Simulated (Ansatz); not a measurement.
**Run report: Ir₁₆O, geometry relaxation (part 3 of 3)**

Continued. System: Ir₁₆O (slab, 17 atoms in the cell). Method: DFT PBE, scalar-relativistic, plane waves, PAW, no spin polarisation (Ansatz 0.2.0); cutoff 420 eV, 6×6×1 k-mesh, Gaussian smearing of 0.1 eV. The structure derives from an entry of the Crystallography Open Database. The input holds or restrains some coordinates. Forces given for the steps count only the free coordinates.

Geometry of the input (Å; fractional positions):
```
5.4739  0.0000  0.0000
-2.7370  4.7406  0.0000
0.0000  0.0000  25.7042
Ir 0.3333  0.1667  0.3307
Ir 0.3333  0.6667  0.3307
Ir 0.8333  0.1667  0.3307
Ir 0.8333  0.6667  0.3307
Ir 0.6667  0.3333  0.4176
Ir 0.6667  0.8333  0.4176
Ir 0.1667  0.3333  0.4176
Ir 0.1667  0.8333  0.4176
Ir 0.0000  0.5000  0.5031
Ir 0.0000  0.0000  0.5031
Ir 0.5000  0.5000  0.5031
Ir 0.5000  0.0000  0.5031
Ir 0.3333  0.6667  0.5884
Ir 0.3333  0.1667  0.5884
Ir 0.8333  0.6667  0.5884
Ir 0.8333  0.1667  0.5884
O  0.1667  0.3333  0.6406
```

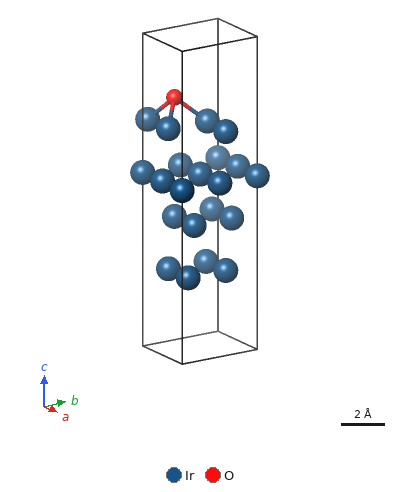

Figure 1. The geometry at step 4 of the log (ball-and-stick view of the cell of the calculation, with the vacuum cut short, seen slightly off an axis).

Log, continued:
```
  k-point 1: bands = ["-87.6682", "-87.6372", "-87.6353", "-87.5909", "-87.5729", "-87.5608", "-87.5596", "-87.4475", "-87.4057", "-87.3749", "-87.3734", "-87.0506", "-86.9950", "-86.9739", "-86.9723", "-86.8616", "-44.8550", "-44.8144", "-44.8119", "-44.8009", "-44.7684", "-44.7475", "-44.7384", "-44.7333", "-44.5551", "-44.5472", "-44.4902", "-44.4729", "-44.4702", "-44.4381", "-44.4282", "-44.4048", "-44.4012", "-44.3852", "-44.3676", "-44.3014", "-44.2957", "-44.2817", "-44.2623", "-44.2596",
      "-44.2422", "-44.2330", "-44.2220", "-44.1608", "-44.1536", "-44.1466", "-44.1212", "-44.1184", "-44.0639", "-44.0514", "-43.9801", "-43.9739", "-43.8073", "-43.8018", "-43.7957", "-43.7755", "-43.7248", "-43.7087", "-43.7015", "-43.6989", "-43.6925", "-43.6816", "-43.6550", "-43.6401", "-14.4420", "-4.8378", "-3.3436", "-2.4281", "-2.2461", "-2.1400", "-2.1283", "-2.1111", "-2.0376", "-1.9764", "-1.9538", "-1.6837", "-1.6018", "-1.5278", "-1.4120", "-1.3687",
      "-1.3681", "-0.9372", "-0.7960", "-0.7901", "-0.4247", "-0.3677", "-0.1696", "0.0426", "0.0427", "0.7792", "0.8744", "0.8896", "1.0485", "1.2178", "1.2965", "1.3377", "1.4378", "1.4544", "1.5400", "1.6992", "1.7745", "1.7968", "1.8077", "1.9014", "1.9143", "1.9936", "2.1020", "2.1328", "2.2577", "2.3295", "2.4643", "2.5425", "2.5573", "2.6698", "2.7218", "2.9890", "3.2427", "3.4744", "3.5359", "3.7997",
      "3.8601", "4.0141", "4.2261", "4.3119", "4.3667", "4.3841", "4.4823", "4.5095", "4.5576", "4.5917", "4.8865", "4.9720", "4.9925", "5.3276", "5.4090", "5.4094", "5.4904", "5.5890", "5.6649", "5.6720", "5.7654", "5.7830", "5.8373", "6.0122", "6.0633", "6.0666", "6.1593", "6.2010", "6.2973", "6.2997", "6.4201", "6.4844", "6.6039", "6.7692", "7.3379", "7.4729", "7.5729", "7.9045", "8.1590", "8.3481",
      "8.8190", "9.3595", "9.9903", "10.1839", "10.5906", "10.6614", "11.0468"]
  k-point 2: bands = ["-87.6619", "-87.6425", "-87.6353", "-87.5877", "-87.5737", "-87.5636", "-87.5596", "-87.4480", "-87.4022", "-87.3783", "-87.3734", "-87.0485", "-86.9931", "-86.9779", "-86.9723", "-86.8618", "-44.8049", "-44.7731", "-44.7621", "-44.7415", "-44.7177", "-44.6985", "-44.6982", "-44.6805", "-44.5452", "-44.5442", "-44.5179", "-44.4859", "-44.4760", "-44.4525", "-44.4387", "-44.4245", "-44.4022", "-44.3797", "-44.3514", "-44.3408", "-44.3383", "-44.3187", "-44.2874", "-44.2811",
      "-44.2533", "-44.2365", "-44.2250", "-44.2122", "-44.1425", "-44.1198", "-44.0947", "-44.0855", "-44.0480", "-44.0417", "-43.9920", "-43.9726", "-43.8601", "-43.8477", "-43.7941", "-43.7795", "-43.7546", "-43.7535", "-43.7206", "-43.7034", "-43.7029", "-43.6988", "-43.6770", "-43.6394", "-14.4205", "-4.1315", "-2.7753", "-2.4793", "-2.1057", "-1.8112", "-1.6577", "-1.6110", "-1.5296", "-1.5097", "-1.4775", "-1.3594", "-1.1892", "-1.1136", "-1.0139", "-0.9036",
      "-0.8584", "-0.7377", "-0.4377", "-0.3627", "-0.2088", "0.0231", "0.0977", "0.1828", "0.1843", "0.4027", "0.5784", "0.5875", "0.7751", "0.8938", "0.9313", "1.1132", "1.2320", "1.2838", "1.4221", "1.6033", "1.6120", "1.6529", "1.7683", "1.8263", "1.9287", "1.9510", "2.0431", "2.1322", "2.1359", "2.2228", "2.2657", "2.3404", "2.3824", "2.5361", "2.7686", "2.9158", "3.0522", "3.0726", "3.1493", "3.2078",
      "3.2301", "3.3260", "3.3418", "3.4542", "3.5626", "3.5694", "3.7990", "4.0425", "4.1089", "4.2181", "4.3785", "4.4895", "4.5061", "4.5889", "4.6256", "4.6669", "4.7290", "4.8544", "4.9341", "5.1770", "5.2654", "5.3444", "5.3818", "5.4936", "5.5064", "5.7881", "5.9245", "6.0057", "6.0980", "6.3110", "6.3124", "6.5776", "6.5777", "7.3383", "7.5835", "7.9470", "8.0438", "8.4939", "8.6865", "8.9430",
      "9.2787", "9.7140", "10.1242", "11.2056", "11.2936", "11.4520", "11.5451"]
  k-point 6: bands = ["-87.6515", "-87.6505", "-87.6370", "-87.5850", "-87.5735", "-87.5661", "-87.5603", "-87.4483", "-87.3988", "-87.3816", "-87.3736", "-87.0469", "-86.9868", "-86.9868", "-86.9713", "-86.8619", "-44.7509", "-44.7178", "-44.6999", "-44.6997", "-44.6626", "-44.6526", "-44.6481", "-44.5996", "-44.5911", "-44.5891", "-44.5555", "-44.5253", "-44.4997", "-44.4732", "-44.4634", "-44.4028", "-44.4006", "-44.3924", "-44.3639", "-44.3502", "-44.3436", "-44.3406", "-44.3214", "-44.2766",
      "-44.2677", "-44.2392", "-44.2332", "-44.2036", "-44.1879", "-44.1292", "-44.0430", "-44.0357", "-44.0212", "-43.9990", "-43.9779", "-43.9567", "-43.9538", "-43.9532", "-43.7909", "-43.7693", "-43.7691", "-43.7488", "-43.7459", "-43.7372", "-43.7135", "-43.7115", "-43.6952", "-43.6389", "-14.4045", "-2.8056", "-2.5781", "-2.5428", "-1.9920", "-1.6174", "-1.5247", "-1.1347", "-1.0689", "-0.9412", "-0.6859", "-0.6849", "-0.6651", "-0.6025", "-0.5384", "-0.4199",
      "-0.4076", "-0.3069", "-0.2765", "-0.0783", "-0.0602", "-0.0063", "0.0367", "0.0738", "0.2466", "0.3256", "0.3581", "0.4670", "0.4690", "0.5354", "0.6420", "0.6623", "0.9357", "0.9954", "1.0555", "1.1615", "1.2601", "1.3355", "1.3637", "1.3868", "1.3988", "1.4343", "1.6203", "1.6314", "1.6842", "1.7370", "2.2766", "2.3458", "2.3772", "2.5096", "2.5292", "2.5532", "2.6603", "2.8100", "2.9939", "3.1477",
      "3.1790", "3.2386", "3.3678", "3.4786", "3.4982", "3.5779", "3.6063", "3.8902", "3.9170", "3.9399", "3.9516", "4.3267", "4.4129", "4.4553", "4.5622", "4.7786", "4.8660", "4.9570", "4.9617", "5.0355", "5.1894", "5.2506", "5.3481", "5.3543", "5.3923", "5.4338", "5.5012", "5.5172", "5.6252", "5.6291", "5.6391", "6.0160", "6.0967", "6.4601", "6.8826", "7.1911", "7.8682", "8.7463", "9.1586", "9.2887",
      "10.7435", "10.8065", "10.8301", "11.0994", "11.2685", "11.5269", "11.9211"]
--- Relaxed structure (7 steps of the walk, 7 accepted, 0 SCFs on fresh bases) ---
  F+E_penalty+E_count = -191524.32949969 eV   max|allowed force component| = 7.992e-3 eV/Å
  atoms:
    - { symbol: Ir, position: [0.3333333333333333, 0.16666666666666666, 0.3306854967999999] }
    - { symbol: Ir, position: [0.3333333333333333, 0.6666666666666665, 0.3306854967999999] }
    - { symbol: Ir, position: [0.8333333333333334, 0.16666666666666666, 0.3306854967999999] }
    - { symbol: Ir, position: [0.8333333333333335, 0.6666666666666666, 0.3306854967999999] }
    - { symbol: Ir, position: [0.6666666666666667, 0.3333333333333333, 0.4176257147999999] }
    - { symbol: Ir, position: [0.6666666666666667, 0.8333333333333333, 0.4176257147999999] }
    - { symbol: Ir, position: [0.16666666666666669, 0.33333333333333337, 0.4176257147999999] }
    - { symbol: Ir, position: [0.16666666666666674, 0.8333333333333333, 0.4176257147999999] }
    - { symbol: Ir, position: [-0.0004502695827328096, 0.5004502695827329, 0.5026204602332595] }
    - { symbol: Ir, position: [-0.0004502695827329041, -0.0009005391654658517, 0.5026204602332595] }
    - { symbol: Ir, position: [0.5009005391654657, 0.5004502695827329, 0.5026204602332595] }
    - { symbol: Ir, position: [0.5, -2.6122894697442645e-17, 0.5034203134202945] }
    - { symbol: Ir, position: [0.34074178213796563, 0.6814835642759312, 0.5909482150919328] }
    - { symbol: Ir, position: [0.34074178213796563, 0.1592582178620344, 0.5909482150919328] }
    - { symbol: Ir, position: [0.8333333333333335, 0.6666666666666666, 0.587889708954695] }
    - { symbol: Ir, position: [0.818516435724069, 0.1592582178620344, 0.5909482150919328] }
    - { symbol: O, position: [0.16666666666666669, 0.33333333333333337, 0.6378986825460138] }
```

Trajectory as extended XYZ (Å, eV, eV/Å), 7 frames, from step=1 to step=7:
```
17
Lattice="5.4739 0.0000 0.0000 -2.7370 4.7406 0.0000 0.0000 0.0000 25.7042" Properties=species:S:1:pos:R:3:forces:R:3 step=1 energy=-191524.21336
Ir    1.3685    0.7901    8.5000    0.0253  -0.0146   0.3718
Ir    0.0000    3.1604    8.5000    0.0000   0.0292   0.3718
Ir    4.1055    0.7901    8.5000   -0.0253  -0.0146   0.3718
Ir    2.7370    3.1604    8.5000    0.0000   0.0000   0.4896
Ir    2.7370    1.5802   10.7347    0.0000   0.0128  -0.5535
Ir    1.3685    3.9505   10.7347    0.0111  -0.0064  -0.5535
Ir    0.0000    1.5802   10.7347    0.0000   0.0000  -0.2384
Ir   -1.3685    3.9505   10.7347   -0.0111  -0.0064  -0.5535
Ir   -1.3685    2.3703   12.9321   -0.1362   0.0786  -0.3876
Ir    0.0000    0.0000   12.9321    0.0000  -0.1573  -0.3876
Ir    1.3685    2.3703   12.9321    0.1362   0.0786  -0.3876
Ir    2.7370    0.0000   12.9321    0.0000   0.0000   0.2681
Ir    0.0000    3.1604   15.1248    0.0000   0.4848   0.5081
Ir    1.3685    0.7901   15.1248    0.4199  -0.2424   0.5081
Ir    2.7370    3.1604   15.1248    0.0000   0.0000  -0.1280
Ir    4.1055    0.7901   15.1248   -0.4199  -0.2424   0.5081
O     0.0000    1.5802   16.4648    0.0000   0.0000  -0.2066
17
Lattice="5.4739 0.0000 0.0000 -2.7370 4.7406 0.0000 0.0000 0.0000 25.7042" Properties=species:S:1:pos:R:3:forces:R:3 step=2 energy=-191524.27208
Ir    1.3685    0.7901    8.5000    0.0445  -0.0257   0.3917
Ir    0.0000    3.1604    8.5000    0.0000   0.0514   0.3917
Ir    4.1055    0.7901    8.5000   -0.0445  -0.0257   0.3917
Ir    2.7370    3.1604    8.5000    0.0000   0.0000   0.5502
Ir    2.7370    1.5802   10.7347    0.0000  -0.1344  -0.2850
Ir    1.3685    3.9505   10.7347   -0.1164   0.0672  -0.2850
Ir    0.0000    1.5802   10.7347    0.0000   0.0000  -0.1838
Ir   -1.3685    3.9505   10.7347    0.1164   0.0672  -0.2850
Ir   -1.3717    2.3721   12.9295    0.0420  -0.0243   0.1229
Ir    0.0000   -0.0037   12.9295    0.0000   0.0485   0.1229
Ir    1.3717    2.3721   12.9295   -0.0420  -0.0243   0.1229
Ir    2.7370    0.0000   12.9971    0.0000   0.0000  -0.1408
Ir    0.0000    3.1919   15.2306    0.0000   0.1853  -0.1405
Ir    1.3957    0.7744   15.2306    0.1605  -0.0927  -0.1405
Ir    2.7370    3.1604   15.1219    0.0000   0.0000   0.0503
Ir    4.0782    0.7744   15.2306   -0.1605  -0.0927  -0.1405
O     0.0000    1.5802   16.5301    0.0000   0.0000  -0.5426
17
Lattice="5.4739 0.0000 0.0000 -2.7370 4.7406 0.0000 0.0000 0.0000 25.7042" Properties=species:S:1:pos:R:3:forces:R:3 step=3 energy=-191524.31340
Ir    1.3685    0.7901    8.5000    0.0364  -0.0210   0.3769
Ir    0.0000    3.1604    8.5000    0.0000   0.0420   0.3769
Ir    4.1055    0.7901    8.5000   -0.0364  -0.0210   0.3769
Ir    2.7370    3.1604    8.5000    0.0000   0.0000   0.5217
Ir    2.7370    1.5802   10.7347    0.0000  -0.1023  -0.4108
Ir    1.3685    3.9505   10.7347   -0.0886   0.0512  -0.4108
Ir    0.0000    1.5802   10.7347    0.0000   0.0000  -0.2526
Ir   -1.3685    3.9505   10.7347    0.0886   0.0512  -0.4108
Ir   -1.3718    2.3722   12.9219    0.0164  -0.0095   0.0268
Ir    0.0000   -0.0038   12.9219    0.0000   0.0190   0.0268
Ir    1.3718    2.3722   12.9219   -0.0164  -0.0095   0.0268
Ir    2.7370    0.0000   12.9701    0.0000   0.0000  -0.2101
Ir    0.0000    3.2040   15.1924    0.0000   0.1250   0.0500
Ir    1.4062    0.7683   15.1924    0.1083  -0.0625   0.0500
Ir    2.7370    3.1604   15.1106    0.0000   0.0000   0.0636
Ir    4.0677    0.7683   15.1924   -0.1083  -0.0625   0.0500
O     0.0000    1.5802   16.4598    0.0000   0.0000  -0.2526
17
Lattice="5.4739 0.0000 0.0000 -2.7370 4.7406 0.0000 0.0000 0.0000 25.7042" Properties=species:S:1:pos:R:3:forces:R:3 step=4 energy=-191524.32801
Ir    1.3685    0.7901    8.5000    0.0272  -0.0157   0.3809
Ir    0.0000    3.1604    8.5000    0.0000   0.0314   0.3809
Ir    4.1055    0.7901    8.5000   -0.0272  -0.0157   0.3809
Ir    2.7370    3.1604    8.5000    0.0000   0.0000   0.4964
Ir    2.7370    1.5802   10.7347    0.0000  -0.0564  -0.4609
Ir    1.3685    3.9505   10.7347   -0.0489   0.0282  -0.4609
Ir    0.0000    1.5802   10.7347    0.0000   0.0000  -0.2279
Ir   -1.3685    3.9505   10.7347    0.0489   0.0282  -0.4609
Ir   -1.3736    2.3732   12.9211    0.0285  -0.0165  -0.0075
Ir    0.0000   -0.0059   12.9211    0.0000   0.0329  -0.0075
Ir    1.3736    2.3732   12.9211   -0.0285  -0.0165  -0.0075
Ir    2.7370    0.0000   12.9442    0.0000   0.0000  -0.0704
Ir    0.0000    3.2267   15.1851    0.0000  -0.0373   0.0828
Ir    1.4259    0.7569   15.1851   -0.0323   0.0187   0.0828
Ir    2.7370    3.1604   15.1189    0.0000   0.0000  -0.0705
Ir    4.0480    0.7569   15.1851    0.0323   0.0187   0.0828
O     0.0000    1.5802   16.4080    0.0000   0.0000  -0.1138
17
Lattice="5.4739 0.0000 0.0000 -2.7370 4.7406 0.0000 0.0000 0.0000 25.7042" Properties=species:S:1:pos:R:3:forces:R:3 step=5 energy=-191524.32859
Ir    1.3685    0.7901    8.5000    0.0294  -0.0170   0.3800
Ir    0.0000    3.1604    8.5000    0.0000   0.0340   0.3800
Ir    4.1055    0.7901    8.5000   -0.0294  -0.0170   0.3800
Ir    2.7370    3.1604    8.5000    0.0000   0.0000   0.4970
Ir    2.7370    1.5802   10.7347    0.0000  -0.0584  -0.4532
Ir    1.3685    3.9505   10.7347   -0.0506   0.0292  -0.4532
Ir    0.0000    1.5802   10.7347    0.0000   0.0000  -0.2573
Ir   -1.3685    3.9505   10.7347    0.0506   0.0292  -0.4532
Ir   -1.3715    2.3720   12.9201   -0.0137   0.0079  -0.0058
Ir    0.0000   -0.0034   12.9201    0.0000  -0.0159  -0.0058
Ir    1.3715    2.3720   12.9201    0.0137   0.0079  -0.0058
Ir    2.7370    0.0000   12.9436    0.0000   0.0000  -0.0187
Ir    0.0000    3.2255   15.1910    0.0000   0.1128  -0.0395
Ir    1.4249    0.7576   15.1910    0.0977  -0.0564  -0.0395
Ir    2.7370    3.1604   15.1107    0.0000   0.0000   0.0222
Ir    4.0491    0.7576   15.1910   -0.0977  -0.0564  -0.0395
O     0.0000    1.5802   16.3976    0.0000   0.0000   0.1122
17
Lattice="5.4739 0.0000 0.0000 -2.7370 4.7406 0.0000 0.0000 0.0000 25.7042" Properties=species:S:1:pos:R:3:forces:R:3 step=6 energy=-191524.32950
Ir    1.3685    0.7901    8.5000    0.0275  -0.0159   0.3799
Ir    0.0000    3.1604    8.5000    0.0000   0.0318   0.3799
Ir    4.1055    0.7901    8.5000   -0.0275  -0.0159   0.3799
Ir    2.7370    3.1604    8.5000    0.0000   0.0000   0.4925
Ir    2.7370    1.5802   10.7347    0.0000  -0.0532  -0.4652
Ir    1.3685    3.9505   10.7347   -0.0461   0.0266  -0.4652
Ir    0.0000    1.5802   10.7347    0.0000   0.0000  -0.2542
Ir   -1.3685    3.9505   10.7347    0.0461   0.0266  -0.4652
Ir   -1.3722    2.3724   12.9194    0.0017  -0.0010   0.0024
Ir    0.0000   -0.0043   12.9194    0.0000   0.0020   0.0024
Ir    1.3722    2.3724   12.9194   -0.0017  -0.0010   0.0024
Ir    2.7370    0.0000   12.9400    0.0000   0.0000  -0.0018
Ir    0.0000    3.2306   15.1898    0.0000  -0.0058   0.0014
Ir    1.4293    0.7550   15.1898   -0.0050   0.0029   0.0014
Ir    2.7370    3.1604   15.1112    0.0000   0.0000   0.0080
Ir    4.0446    0.7550   15.1898    0.0050   0.0029   0.0014
O     0.0000    1.5802   16.3967    0.0000   0.0000  -0.0001
17
Lattice="5.4739 0.0000 0.0000 -2.7370 4.7406 0.0000 0.0000 0.0000 25.7042" Properties=species:S:1:pos:R:3:forces:R:3 step=7 energy=-191524.32950
Ir    1.3685    0.7901    8.5000    0.0276  -0.0159   0.3800
Ir    0.0000    3.1604    8.5000    0.0000   0.0318   0.3800
Ir    4.1055    0.7901    8.5000   -0.0276  -0.0159   0.3800
Ir    2.7370    3.1604    8.5000    0.0000   0.0000   0.4925
Ir    2.7370    1.5802   10.7347    0.0000  -0.0533  -0.4653
Ir    1.3685    3.9505   10.7347   -0.0462   0.0267  -0.4653
Ir    0.0000    1.5802   10.7347    0.0000   0.0000  -0.2542
Ir   -1.3685    3.9505   10.7347    0.0462   0.0267  -0.4653
Ir   -1.3722    2.3724   12.9194    0.0018  -0.0010   0.0023
Ir    0.0000   -0.0043   12.9194    0.0000   0.0021   0.0023
Ir    1.3722    2.3724   12.9194   -0.0018  -0.0010   0.0023
Ir    2.7370    0.0000   12.9400    0.0000   0.0000  -0.0017
Ir    0.0000    3.2306   15.1898    0.0000  -0.0056   0.0014
Ir    1.4293    0.7550   15.1898   -0.0049   0.0028   0.0014
Ir    2.7370    3.1604   15.1112    0.0000   0.0000   0.0080
Ir    4.0446    0.7550   15.1898    0.0049   0.0028   0.0014
O     0.0000    1.5802   16.3967    0.0000   0.0000   0.0000
```

Key numbers:

| quantity | value |
| --- | --- |
| outcome | converged under the restraints of the input |
| electrons treated | 278 |
| free energy | −191524.3295 eV |
| work function, top face | 5.61 eV |
| work function, bottom face | 5.48 eV |
| Fermi energy | 5.221 eV |
| gap on the k-point mesh | none (metallic) |
| final volume | 667.01 Å³ |
| work function (upper face) | 5.61 eV |
| largest force (length of the vector) at the end, held atoms and coordinates included | 0.493 eV/Å |
| hardware | 4 threads of AMD EPYC (Zen 3), 64 GiB of memory available, shared host |
| wall time | 2.1 min (CPU time 7.8 min) |
| peak memory | 2.5 GiB |

The program warns: the exchange-correlation potential is rough where the density is thin. Spin–orbit coupling is left out, which matters for Ir.
